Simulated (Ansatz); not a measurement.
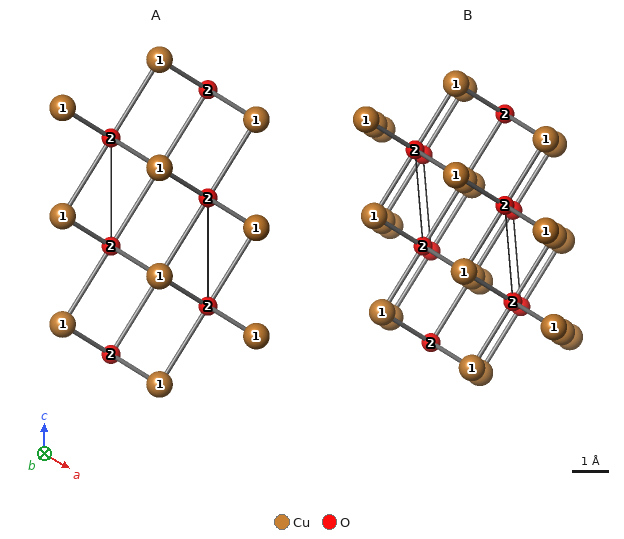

Two geometries of solid CuO (a generated structure, set up in I4/mmm) (coarse preliminary run), drawn at one scale. One is the start of a relaxation, the other its converged end. A ball-and-stick model of the cell of the calculation, seen along the b axis.

Computed with Ansatz, DFT PBE, scalar-relativistic, plane waves, PAW. Settings: plane-wave cutoff 420 eV; k-point mesh 6 × 6 × 6; occupations gaussian; smearing width 0.1 eV; collinear spin; cell and atoms relaxed; force threshold 0.04 eV/Å; at most 70 steps.

**Which of the two is the end point?**

Structure B is the relaxed one. No atom moves by more than 0.005 Å relative to the cell. Cell: a = b = c 3.272 → 2.981 Å (−8.9 %), α 112.5° → 118.0°, β 112.5° → 118.0°, γ 103.5° → 93.5°. Volume −28.0 %. Some distances before and after: Cu1–O2 2.570 → 2.170 Å, Cu1–O2 (another image) 2.025 → 2.043 Å. The space group stays I4/mmm (No. 139). Over 7 accepted moves (9 points after the start) the energy falls by 303 meV per atom. All forces vanish by symmetry, so only the cell relaxes. The pressure goes from −21.51 to 0.01 GPa. At 2 points the geometry stayed and the basis and grid were re-selected for the new cell (energy shift of 4.4 meV per atom at most each time). The program noted that the starting moments weren't kept. The run may lie on a higher electronic state than the lowest, so the end point isn't shown to be the ground-state structure.
